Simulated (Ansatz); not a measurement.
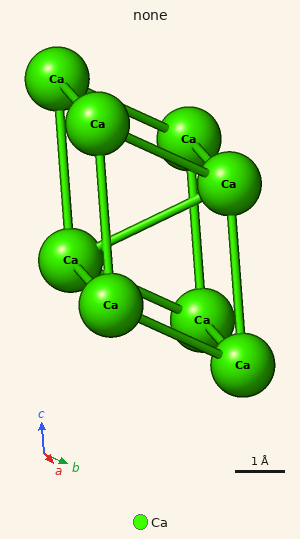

Solid Ca (set up in Im-3m), relaxed (cell and atoms) with several dispersion corrections. The picture shows the result with none. Style: ball-and-stick. Shown: the cell of the calculation, slightly off an axis.

Computed with Ansatz 0.2.0: PBE, Ansatz PAW. Set-up: plane-wave cutoff 420 eV; k-point mesh 8 × 8 × 8; occupations fermi-dirac; smearing width 0.05 eV; no spin polarisation; cell and atoms relaxed; force threshold 0.01 eV/Å.

| dispersion correction | volume (Å³/atom) | a (Å) |
| --- | --- | --- |
| none | 42.063 | 3.795 |
| D3(BJ)-ATM | 40.129 | 3.736 |
| D4 | 40.573 | 3.749 |
| D3(BJ) | ? | ? |

Q: Estimate the missing row from the others, and compare with the calculation.

A: With D3(BJ) the volume is the smallest of the series, below D3(BJ)-ATM (40.129). The calculation gives 39.974 Å³/atom (a = 3.731 Å). In order of volume: D3(BJ) < D3(BJ)-ATM < D4 < none; the spread is 5.2 %.

Each member starts from this one structure; whether another phase lies lower wasn't checked.
